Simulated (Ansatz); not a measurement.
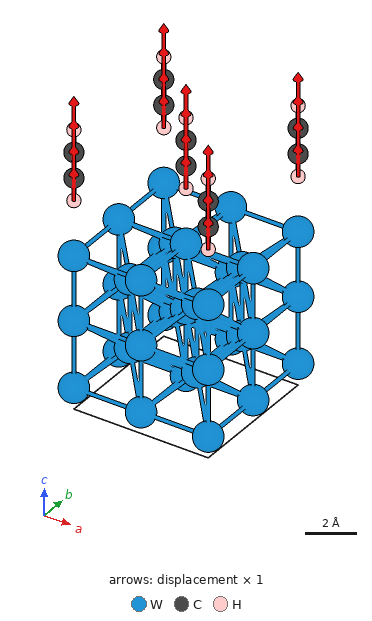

This is a constrained relaxation of a slab of composition HW5C (cut from the Im-3m phase). The starting structure is drawn; red arrows show the displacements, at their true length.

Style: ball-and-stick. Shown: the cell of the calculation, outlined in the plane, without the vacuum (origin shifted), from a free direction.

Case: 2 C2H2 a cell, upright, over a top W site. The slab is the (1 0 0) face of W with C2H2 on it. 8 atoms are held fixed.

The calculation used DFT PBE, scalar-relativistic, plane waves, PAW in Ansatz. (plane-wave cutoff 420 eV; k-point mesh 3 × 3 × 1; occupations gaussian; smearing width 0.1 eV; no spin polarisation; dipole correction; atoms relaxed in a fixed cell; force threshold 0.04 eV/Å; at most 100 steps)

What happened in the run?

Over 10 geometry steps the energy falls by 0.213 eV per cell of the calculation. The largest force component goes from 0.63 to 0.0035 eV/Å. The largest moves, 1.60 Å, are those of C and H atoms. By element the largest moves are H 1.60 Å, C 1.59 Å. W stays in place. The lattice vectors keep their values. Among the contacts that change: C–H 1.058 → 1.069 Å. Cost: 4.1 min on 4 threads of Arm Neoverse V2 (shared host), peak memory 2.6 GiB.

Limits of the set-up: the periodic images lie only 6.4 Å apart, so the values are limited by the cell's size.
